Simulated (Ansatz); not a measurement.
## Geometry relaxation, with input and output: Ge$_{48}$Si (part 3 of 4)

Ge$_{48}$Si (defect cell, 49 atoms in the cell); DFT PBE, scalar-relativistic, plane waves, PAW, spin-polarised (Ansatz 0.2.0); cutoff 420 eV, 2×2×2 k-mesh, Gaussian smearing of 0.05 eV, collinear spins. The structure derives from a Materials Project entry.

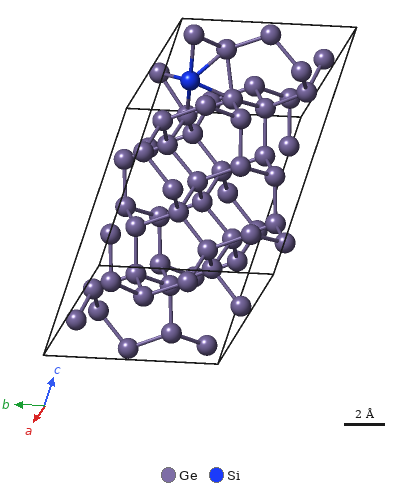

**Figure 1.** The geometry at step 6 of the log (ball-and-stick view of the cell of the calculation, seen at an oblique angle).

**Trajectory as extended XYZ, continued**
```
49
Lattice="-5.9964 3.4620 6.5994 5.9964 -3.4620 6.5994 5.9964 10.3860 -6.5994" Properties=species:S:1:pos:R:3:forces:R:3 step=2 energy=-206788.94212
Ge   -1.9940    1.1644    7.0190    0.0487   0.0234   0.0096
Ge    4.0404   -2.3088    7.0058    0.2882  -0.2963  -0.3459
Ge    2.0038    1.1627    0.4204    0.0217   0.0494  -0.0185
Ge    2.0046    1.1843    7.0143   -0.0009   0.1577  -0.0004
Ge    0.0036    4.6237    0.4173   -0.0134   0.0267   0.0086
Ge    0.0009    4.6197    7.0172   -0.0198   0.0148   0.0065
Ge    3.9969    4.6197    7.0173   -0.0231   0.0122  -0.0070
Ge    3.9853    4.6045    0.4188   -0.1037  -0.0557   0.0100
Ge    7.9912    4.6197    0.4213   -0.0434   0.0785   0.0490
Ge    1.9866    8.0727    0.4165   -0.0683  -0.0354  -0.0020
Ge    5.8902    8.0596    0.3354   -1.2337  -0.5160  -0.9686
Ge   -0.0077   11.5350    0.4216   -0.0554  -0.0667  -0.0720
Ge    1.9882   -1.1589    3.6788   -0.0111   0.0052  -0.1926
Ge    2.0113   -1.1050   10.3895    0.5865   0.8621   0.3985
Ge    0.0191    2.3220    3.7260    0.1546   0.1178   0.0567
Ge    0.0007    2.3186   10.3105    0.0391   0.0914  -0.0266
Ge   -1.9917    5.7768    3.7212    0.0362   0.0847  -0.0029
Ge    4.0010    2.3071    3.7138    0.0449  -0.0245  -0.0078
Ge    7.9937    2.3098    3.7161    0.0159  -0.0065  -0.0165
Ge    1.9984    5.7666    3.7159    0.0214   0.0032  -0.0036
Ge    5.9772    5.7395    3.7233    0.0113  -0.0666  -0.0158
Ge   -0.0037    9.2302    3.7114   -0.0062  -0.0354  -0.0541
Ge    3.9472    9.2618    3.7382   -0.2103   0.2274   0.0754
Ge    3.9936    9.2244   -2.8977   -0.0267  -0.0068  -0.0995
Ge   -1.9365    1.1379    2.8556   -0.0834  -0.1013   0.5364
Ge   -1.9964    1.1675    9.4837    0.0325   0.0332   0.0182
Ge    2.0009    1.1804    9.4885   -0.0157   0.1222   0.0304
Ge    2.0053    1.1614    2.8850    0.0079   0.0377   0.0370
Ge    5.9967    1.1585    2.8820   -0.0127   0.0256  -0.0113
Ge    0.0033    4.6240    2.8820   -0.0123   0.0258  -0.0032
Ge    3.9858    4.6067    2.8809   -0.0965  -0.0416  -0.0129
Ge   -1.9998    8.0807    2.8825   -0.0233   0.0078   0.0115
Ge    1.9891    8.0710    2.8821   -0.0588  -0.0392  -0.0032
Ge    7.9903    4.6204    2.8790   -0.0480   0.0772  -0.0394
Ge    5.9895    8.0711   -3.7180   -0.0618  -0.0659   0.0771
Ge    5.9300    8.0862    2.9993   -1.8770  -0.7634   1.1058
Ge   -4.0019    2.3053    6.2377   -0.0311  -0.0010   0.3452
Ge    2.0511   -1.1055    6.1549   -0.0056   0.8323  -0.6138
Ge    6.0188   -1.1398    6.1711    0.1459   0.1164  -0.0627
Ge   -0.0006    2.3150    6.1865    0.0488   0.0948   0.0252
Ge    4.0060    2.3174    6.1789    0.0421   0.0925   0.0020
Ge   -1.9972    5.7675    6.1855    0.0422  -0.0359   0.0214
Ge    1.9976    5.7713    6.1828    0.0161  -0.0107   0.0175
Ge    1.9985    5.7669   -0.4163    0.0270   0.0069   0.0025
Ge    5.9766    5.7329   -0.4228   -0.0047  -0.1038   0.0154
Ge    5.9904    5.7686    6.1874   -0.0099  -0.0270   0.0640
Ge    3.9442    9.2632   -0.4403   -0.2457   0.2184  -0.0871
Ge    3.9935    9.2253    6.1944   -0.0379   0.0078   0.0957
Si    7.6943    8.3489    1.6683    2.8102  -1.1531  -0.3524
49
Lattice="-5.9964 3.4620 6.5994 5.9964 -3.4620 6.5994 5.9964 10.3860 -6.5994" Properties=species:S:1:pos:R:3:forces:R:3 step=3 energy=-206789.60613
Ge   -1.9875    1.1748    7.0210    0.0444   0.0247   0.0167
Ge    4.0695   -2.3242    6.9867    0.2354  -0.0178  -0.1512
Ge    2.0087    1.1698    0.4210    0.0121   0.0274   0.0031
Ge    2.0071    1.2168    7.0169    0.0068   0.0826   0.0627
Ge    0.0034    4.6326    0.4187   -0.0238   0.0211   0.0063
Ge    0.0019    4.6281    7.0198   -0.0013   0.0489  -0.0063
Ge    3.9925    4.6252    7.0194   -0.0334   0.0235   0.0018
Ge    3.9725    4.5965    0.4199   -0.0538  -0.0494   0.0065
Ge    7.9856    4.6248    0.4262   -0.0401   0.0292   0.0056
Ge    1.9793    8.0692    0.4173   -0.0392  -0.0098   0.0034
Ge    5.8527    8.0227    0.3103   -0.4820   0.0279  -0.2666
Ge   -0.0136   11.5265    0.4188   -0.0342  -0.0571  -0.0266
Ge    1.9851   -1.1554    3.6645   -0.0101   0.0201  -0.0488
Ge    2.0334   -1.0633   10.3765    0.0285   0.2882  -0.0914
Ge    0.0366    2.3381    3.7344    0.0649   0.0537   0.0057
Ge    0.0040    2.3360   10.3071    0.0083   0.0519   0.0029
Ge   -1.9855    5.7908    3.7225    0.0255   0.0402   0.0162
Ge    4.0055    2.3057    3.7152    0.0101  -0.0155  -0.0001
Ge    7.9945    2.3141    3.7141    0.0141   0.0078  -0.0180
Ge    1.9984    5.7681    3.7184    0.0199   0.0155   0.0165
Ge    5.9705    5.7165    3.7281   -0.0356  -0.1247   0.0685
Ge   -0.0064    9.2231    3.7076   -0.0041  -0.0595  -0.0192
Ge    3.9234    9.2819    3.7461   -0.0986   0.0683   0.0331
Ge    3.9890    9.2178   -2.9035    0.0214  -0.0319  -0.0170
Ge   -1.9256    1.1311    2.8908    0.1616   0.0302   0.2371
Ge   -1.9913    1.1790    9.4848    0.0383   0.0260  -0.0032
Ge    2.0031    1.2125    9.4869    0.0164   0.0743  -0.0603
Ge    2.0088    1.1680    2.8869    0.0040   0.0228   0.0093
Ge    5.9980    1.1679    2.8795    0.0041   0.0557   0.0012
Ge    0.0029    4.6326    2.8817   -0.0245   0.0200  -0.0049
Ge    3.9736    4.6001    2.8796   -0.0467  -0.0486  -0.0045
Ge   -2.0040    8.0856    2.8815   -0.0256   0.0227   0.0047
Ge    1.9829    8.0675    2.8812   -0.0415  -0.0029  -0.0019
Ge    7.9848    4.6251    2.8756   -0.0424   0.0283  -0.0041
Ge    5.9836    8.0626   -3.7139   -0.0357  -0.0548   0.0256
Ge    5.8777    8.0373    3.0124   -0.7228  -0.0501   0.2986
Ge   -4.0051    2.3084    6.2559   -0.0298   0.0088   0.0527
Ge    2.0455   -1.0631    6.1499   -0.1568   0.2658   0.0365
Ge    6.0379   -1.1234    6.1631    0.0720   0.0660  -0.0105
Ge    0.0034    2.3324    6.1902    0.0191   0.0617   0.0087
Ge    4.0127    2.3321    6.1783    0.0325   0.0346  -0.0184
Ge   -1.9925    5.7648    6.1853    0.0179  -0.0208   0.0065
Ge    1.9981    5.7755    6.1853    0.0133   0.0098   0.0206
Ge    1.9988    5.7685   -0.4186    0.0192   0.0158  -0.0127
Ge    5.9689    5.7103   -0.4266   -0.0357  -0.1180  -0.0674
Ge    5.9873    5.7622    6.1925   -0.0020  -0.0460   0.0260
Ge    3.9193    9.2821   -0.4482   -0.1092   0.0623  -0.0289
Ge    3.9886    9.2193    6.2011    0.0179  -0.0413   0.0222
Si    7.7886    8.1787    1.6603    1.2214  -0.8877  -0.1367
49
Lattice="-5.9964 3.4620 6.5994 5.9964 -3.4620 6.5994 5.9964 10.3860 -6.5994" Properties=species:S:1:pos:R:3:forces:R:3 step=5 energy=-206790.06480
Ge   -1.9946    1.2121    7.0167   -0.0023   0.0160  -0.0082
Ge    4.1577   -2.3093    6.9789    0.1348   0.0418  -0.1414
Ge    2.0166    1.1383    0.4170   -0.0167   0.0164  -0.0055
Ge    2.0057    1.2048    7.0253    0.0050   0.0496   0.0354
Ge    0.0039    4.6650    0.4211   -0.0017   0.0136  -0.0055
Ge    0.0164    4.6534    7.0218    0.0224   0.0419  -0.0109
Ge    3.9622    4.6233    7.0218   -0.0212   0.0172   0.0141
Ge    3.9500    4.5798    0.4219   -0.0102  -0.0205   0.0083
Ge    7.9723    4.6808    0.4247   -0.0095   0.0111   0.0092
Ge    1.9694    8.0791    0.4204    0.0005  -0.0117  -0.0103
Ge    5.8014    8.0353    0.3295   -0.0840   0.0842  -0.0125
Ge    0.0013   11.5075    0.4147   -0.0128  -0.0330   0.0115
Ge    1.9767   -1.1659    3.7393    0.0047  -0.0057   0.0270
Ge    2.0103   -1.1124   10.2542   -0.1009   0.0663  -0.1408
Ge    0.0975    2.3812    3.7507    0.0218   0.0195  -0.0449
Ge    0.0187    2.3544   10.2969   -0.0073  -0.0250   0.0032
Ge   -1.9970    5.7924    3.7292   -0.0031  -0.0243   0.0228
Ge    4.0025    2.2897    3.7134   -0.0056  -0.0106  -0.0007
Ge    7.9951    2.3594    3.7083    0.0030  -0.0308  -0.0009
Ge    2.0035    5.7866    3.7279    0.0073  -0.0051   0.0065
Ge    5.9294    5.7215    3.7401   -0.0047  -0.0294   0.0413
Ge   -0.0294    9.2035    3.7003   -0.0009  -0.0328  -0.0105
Ge    3.8937    9.3180    3.7540   -0.0446   0.0238  -0.0293
Ge    4.0159    9.2256   -2.9057    0.0179  -0.0106  -0.0023
Ge   -1.8440    1.1525    2.9182    0.1552   0.0413   0.1584
Ge   -1.9958    1.2139    9.4875   -0.0058   0.0164   0.0102
Ge    2.0040    1.2029    9.4768    0.0108   0.0521  -0.0361
Ge    2.0155    1.1377    2.8898   -0.0172   0.0114   0.0076
Ge    6.0126    1.1920    2.8799    0.0210   0.0424   0.0108
Ge    0.0038    4.6652    2.8828   -0.0031   0.0134   0.0047
Ge    3.9507    4.5811    2.8805   -0.0069  -0.0224  -0.0046
Ge   -2.0340    8.0844    2.8811   -0.0172   0.0187  -0.0130
Ge    1.9723    8.0792    2.8818   -0.0036  -0.0062   0.0124
Ge    7.9719    4.6802    2.8784   -0.0091   0.0124  -0.0104
Ge    5.9977    8.0454   -3.7090   -0.0107  -0.0322  -0.0120
Ge    5.8051    8.0363    2.9690   -0.1082   0.0821   0.0188
Ge   -4.0179    2.2969    6.1715   -0.0029  -0.0110  -0.0464
Ge    2.0140   -1.1125    6.2552   -0.1160   0.0670   0.1354
Ge    6.0976   -1.0801    6.1506    0.0266   0.0231   0.0454
Ge    0.0185    2.3535    6.2041   -0.0061  -0.0247  -0.0012
Ge    4.0009    2.3321    6.1736   -0.0039  -0.0275  -0.0232
Ge   -1.9939    5.7508    6.1895   -0.0028  -0.0126  -0.0012
Ge    1.9987    5.8216    6.1939    0.0021  -0.0289   0.0009
Ge    2.0031    5.7864   -0.4253    0.0070  -0.0044  -0.0045
Ge    5.9284    5.7185   -0.4376    0.0000  -0.0157  -0.0430
Ge    5.9654    5.7421    6.2014    0.0026  -0.0254   0.0137
Ge    3.8891    9.3178   -0.4528   -0.0355   0.0230   0.0292
Ge    4.0167    9.2258    6.2070    0.0214  -0.0180   0.0080
Si    7.9065    7.8052    1.6522    0.2103  -0.3358  -0.0153
49
Lattice="-5.9964 3.4620 6.5994 5.9964 -3.4620 6.5994 5.9964 10.3860 -6.5994" Properties=species:S:1:pos:R:3:forces:R:3 step=6 energy=-206790.12281
Ge   -2.0183    1.2344    7.0132   -0.0056   0.0049   0.0130
Ge    4.1607   -2.3009    6.9724    0.0960   0.0197  -0.0465
Ge    2.0023    1.1220    0.4128   -0.0001  -0.0138   0.0202
Ge    1.9986    1.2278    7.0286   -0.0115  -0.0318   0.0249
Ge    0.0040    4.6779    0.4203   -0.0127   0.0011   0.0047
Ge    0.0215    4.6594    7.0217    0.0214  -0.0058  -0.0116
Ge    3.9511    4.6163    7.0220   -0.0231  -0.0036   0.0121
Ge    3.9576    4.5766    0.4225   -0.0234  -0.0009  -0.0022
Ge    7.9760    4.7187    0.4211   -0.0038  -0.1267  -0.0058
Ge    1.9785    8.0702    0.4205   -0.0216   0.0002   0.0197
Ge    5.8091    8.0475    0.3435   -0.0655   0.0794   0.0335
Ge    0.0088   11.5025    0.4133    0.0130  -0.0035   0.0148
Ge    1.9645   -1.1690    3.7988    0.0101   0.0034  -0.0052
Ge    1.9987   -1.1191   10.1804   -0.0579  -0.0172  -0.0441
Ge    0.1039    2.3938    3.7425    0.0537   0.0406  -0.0078
Ge    0.0091    2.3562   10.3039    0.0032  -0.0012  -0.0018
Ge   -1.9974    5.7882    3.7458    0.0123  -0.0016   0.0031
Ge    3.9962    2.2787    3.6980   -0.0020   0.0062   0.0053
Ge    7.9973    2.3742    3.7029    0.0017   0.0226  -0.0091
Ge    2.0136    5.7806    3.7339    0.0085   0.0077   0.0082
Ge    5.9242    5.7344    3.7590   -0.0001  -0.0153   0.0201
Ge   -0.0315    9.1916    3.6829    0.0201  -0.0056  -0.0047
Ge    3.8975    9.3289    3.7321   -0.0755   0.0153   0.0143
Ge    4.0362    9.2312   -2.8853    0.0087   0.0039  -0.0065
Ge   -1.8338    1.1610    2.9266    0.0887   0.0187   0.0503
Ge   -2.0165    1.2352    9.4906   -0.0055   0.0036  -0.0131
Ge    2.0015    1.2245    9.4723   -0.0146  -0.0292  -0.0205
Ge    2.0037    1.1200    2.8923    0.0007  -0.0127  -0.0195
Ge    6.0199    1.1964    2.8808    0.0186  -0.0033   0.0115
Ge    0.0068    4.6783    2.8825   -0.0146  -0.0006  -0.0043
Ge    3.9597    4.5764    2.8809   -0.0233  -0.0010   0.0013
Ge   -2.0444    8.0771    2.8805   -0.0219  -0.0026  -0.0107
Ge    1.9807    8.0708    2.8832   -0.0185   0.0020  -0.0192
Ge    7.9773    4.7185    2.8823   -0.0059  -0.1280   0.0043
Ge    6.0066    8.0402   -3.7077    0.0117  -0.0027  -0.0136
Ge    5.8131    8.0475    2.9575   -0.0831   0.0789  -0.0267
Ge   -4.0333    2.2945    6.1088    0.0112   0.0005  -0.0064
Ge    1.9964   -1.1169    6.3260   -0.0632  -0.0241   0.0410
Ge    6.0987   -1.0682    6.1591    0.0576   0.0399   0.0092
Ge    0.0052    2.3575    6.1971    0.0051  -0.0023   0.0041
Ge    3.9971    2.3278    6.1564    0.0152  -0.0047  -0.0035
Ge   -2.0020    5.7413    6.2044    0.0001   0.0073  -0.0046
Ge    1.9995    5.8363    6.1998    0.0013   0.0237   0.0085
Ge    2.0110    5.7803   -0.4306    0.0108   0.0074  -0.0083
Ge    5.9224    5.7334   -0.4558    0.0014  -0.0108  -0.0192
Ge    5.9639    5.7304    6.2198    0.0213  -0.0043   0.0044
Ge    3.8932    9.3291   -0.4300   -0.0692   0.0185  -0.0140
Ge    4.0356    9.2307    6.1877    0.0063   0.0025   0.0067
Si    7.9421    7.6084    1.6514    0.1241   0.0455  -0.0062
49
Lattice="-5.9964 3.4620 6.5994 5.9964 -3.4620 6.5994 5.9964 10.3860 -6.5994" Properties=species:S:1:pos:R:3:forces:R:3 step=7 energy=-206790.12137 accepted=F
Ge   -2.0286    1.2339    7.0107    0.0132  -0.0119  -0.0255
Ge    4.2107   -2.2737    6.9722   -0.0582  -0.1231  -0.0069
Ge    2.0335    1.1104    0.4152   -0.0330   0.0066  -0.0231
Ge    1.9995    1.2059    7.0328    0.0279   0.0400  -0.0263
Ge    0.0119    4.6883    0.4234    0.0042  -0.0021  -0.0212
Ge    0.0330    4.6410    7.0214   -0.0324   0.0228   0.0089
Ge    3.9437    4.6007    7.0221    0.0410   0.0170  -0.0078
Ge    3.9602    4.5839    0.4231    0.0239  -0.0021  -0.0015
Ge    7.9681    4.6735    0.4222   -0.0044   0.1443  -0.0013
Ge    1.9451    8.0745    0.4217    0.0213   0.0181  -0.0248
Ge    5.7642    8.1046    0.3627    0.0828  -0.0807  -0.0408
Ge    0.0174   11.4943    0.4132   -0.0138   0.0074  -0.0160
Ge    1.9630   -1.1690    3.8072    0.0015   0.0037   0.0287
Ge    1.9841   -1.1318   10.1635   -0.0411  -0.0150   0.0196
Ge    0.1612    2.4146    3.7485   -0.0807  -0.0250  -0.0170
Ge    0.0096    2.3416   10.3032    0.0009  -0.0049  -0.0100
Ge   -1.9995    5.7753    3.7488   -0.0357   0.0029  -0.0137
Ge    4.0144    2.2823    3.6970   -0.0002   0.0079  -0.0008
Ge    7.9966    2.3521    3.7118   -0.0072  -0.0240   0.0173
Ge    2.0153    5.7885    3.7306    0.0011  -0.0213  -0.0211
Ge    5.9271    5.7658    3.7312    0.0263   0.0180   0.0055
Ge   -0.0515    9.1916    3.7034   -0.0102   0.0056   0.0085
Ge    3.8321    9.3430    3.7695    0.0775  -0.0252  -0.0158
Ge    4.0322    9.2340   -2.9226   -0.0352   0.0472   0.0154
Ge   -1.7880    1.1888    2.9324   -0.0540  -0.1234   0.0055
Ge   -2.0280    1.2331    9.4912    0.0118  -0.0120   0.0245
Ge    1.9984    1.2079    9.4703    0.0300   0.0377   0.0239
Ge    2.0324    1.1110    2.8878   -0.0351   0.0074   0.0227
Ge    6.0285    1.1799    2.8816   -0.0312   0.0209  -0.0086
Ge    0.0107    4.6882    2.8809    0.0054  -0.0008   0.0194
Ge    3.9599    4.5834    2.8804    0.0221  -0.0006   0.0029
Ge   -2.0518    8.0632    2.8807    0.0378   0.0165   0.0055
Ge    1.9455    8.0743    2.8810    0.0151   0.0157   0.0250
Ge    7.9684    4.6729    2.8812   -0.0035   0.1463   0.0014
Ge    6.0139    8.0327   -3.7096   -0.0142   0.0071   0.0163
Ge    5.7624    8.1032    2.9380    0.0884  -0.0794   0.0445
Ge   -4.0341    2.2926    6.0934    0.0035   0.0055  -0.0183
Ge    1.9871   -1.1334    6.3375   -0.0422  -0.0083  -0.0240
Ge    6.1590   -1.0474    6.1554   -0.0830  -0.0210   0.0151
Ge    0.0108    2.3403    6.2003    0.0007  -0.0042   0.0070
Ge    3.9974    2.3123    6.1548   -0.0378   0.0061   0.0142
Ge   -1.9807    5.7447    6.2065   -0.0030   0.0053  -0.0008
Ge    1.9999    5.8145    6.1906   -0.0049  -0.0239  -0.0162
Ge    2.0160    5.7887   -0.4276   -0.0014  -0.0218   0.0223
Ge    5.9270    5.7668   -0.4283    0.0275   0.0146  -0.0060
Ge    5.9441    5.7292    6.1990   -0.0110   0.0053  -0.0077
Ge    3.8325    9.3438   -0.4658    0.0732  -0.0301   0.0145
Ge    4.0323    9.2341    6.2263   -0.0339   0.0463  -0.0159
Si    7.9796    7.6030    1.6515    0.0702  -0.0153   0.0027
49
Lattice="-5.9964 3.4620 6.5994 5.9964 -3.4620 6.5994 5.9964 10.3860 -6.5994" Properties=species:S:1:pos:R:3:forces:R:3 step=8 energy=-206790.14122
Ge   -2.0244    1.2343    7.0112   -0.0021  -0.0008   0.0068
Ge    4.1857   -2.2968    6.9676    0.0354  -0.0274  -0.0177
Ge    2.0132    1.1147    0.4132   -0.0114  -0.0099   0.0052
Ge    1.9999    1.2245    7.0305   -0.0035  -0.0028   0.0071
Ge    0.0049    4.6801    0.4217    0.0009   0.0142  -0.0059
Ge    0.0281    4.6544    7.0218   -0.0047   0.0103  -0.0065
Ge    3.9483    4.6096    7.0224    0.0080   0.0078  -0.0040
Ge    3.9594    4.5793    0.4222   -0.0008   0.0001   0.0083
Ge    7.9724    4.7029    0.4211   -0.0123  -0.0313  -0.0010
Ge    1.9666    8.0703    0.4212   -0.0214   0.0071   0.0031
Ge    5.7971    8.0661    0.3564   -0.0297   0.0295  -0.0138
Ge    0.0107   11.4995    0.4125   -0.0058   0.0065   0.0040
Ge    1.9609   -1.1699    3.8077    0.0169   0.0062   0.0067
Ge    1.9878   -1.1211   10.1656   -0.0348  -0.0083   0.0037
Ge    0.1257    2.4027    3.7461    0.0027   0.0147  -0.0092
Ge    0.0058    2.3525   10.3020    0.0035  -0.0118  -0.0032
Ge   -1.9988    5.7843    3.7497   -0.0100   0.0019  -0.0052
Ge    4.0014    2.2802    3.6953    0.0010   0.0066   0.0044
Ge    7.9978    2.3676    3.7077   -0.0085   0.0020  -0.0032
Ge    2.0119    5.7816    3.7311    0.0030   0.0028  -0.0011
Ge    5.9240    5.7466    3.7512    0.0196  -0.0040   0.0009
Ge   -0.0397    9.1916    3.6893    0.0129  -0.0095  -0.0104
Ge    3.8739    9.3311    3.7410   -0.0043  -0.0053   0.0091
Ge    4.0309    9.2307   -2.8943    0.0211  -0.0030   0.0034
Ge   -1.8113    1.1657    2.9337    0.0356  -0.0291   0.0210
Ge   -2.0247    1.2344    9.4914   -0.0026  -0.0009  -0.0058
Ge    1.9993    1.2231    9.4716   -0.0017  -0.0020  -0.0054
Ge    2.0123    1.1143    2.8909   -0.0120  -0.0082  -0.0050
Ge    6.0237    1.1923    2.8811   -0.0038   0.0105   0.0067
Ge    0.0043    4.6807    2.8814    0.0016   0.0138   0.0057
Ge    3.9592    4.5796    2.8812   -0.0017  -0.0008  -0.0082
Ge   -2.0484    8.0715    2.8803    0.0076   0.0081   0.0037
Ge    1.9665    8.0706    2.8821   -0.0223   0.0067  -0.0033
Ge    7.9723    4.7025    2.8821   -0.0137  -0.0303   0.0008
Ge    6.0071    8.0379   -3.7079   -0.0074   0.0067  -0.0033
Ge    5.7973    8.0656    2.9453   -0.0295   0.0296   0.0146
Ge   -4.0354    2.2922    6.0971    0.0164   0.0070  -0.0091
Ge    1.9887   -1.1200    6.3388   -0.0372  -0.0106  -0.0095
Ge    6.1230   -1.0601    6.1565    0.0016   0.0179   0.0092
Ge    0.0057    2.3528    6.2001    0.0040  -0.0123   0.0030
Ge    3.9985    2.3225    6.1530   -0.0102   0.0022   0.0051
Ge   -1.9941    5.7419    6.2075   -0.0002   0.0069  -0.0048
Ge    2.0019    5.8298    6.1949   -0.0092   0.0028   0.0030
Ge    2.0124    5.7814   -0.4280    0.0013   0.0029   0.0015
Ge    5.9239    5.7465   -0.4481    0.0192  -0.0025  -0.0010
Ge    5.9571    5.7295    6.2133    0.0121  -0.0089   0.0105
Ge    3.8732    9.3316   -0.4384   -0.0037  -0.0079  -0.0081
Ge    4.0315    9.2302    6.1970    0.0190  -0.0039  -0.0027
Si    7.9793    7.6196    1.6514    0.0611   0.0065  -0.0003
```
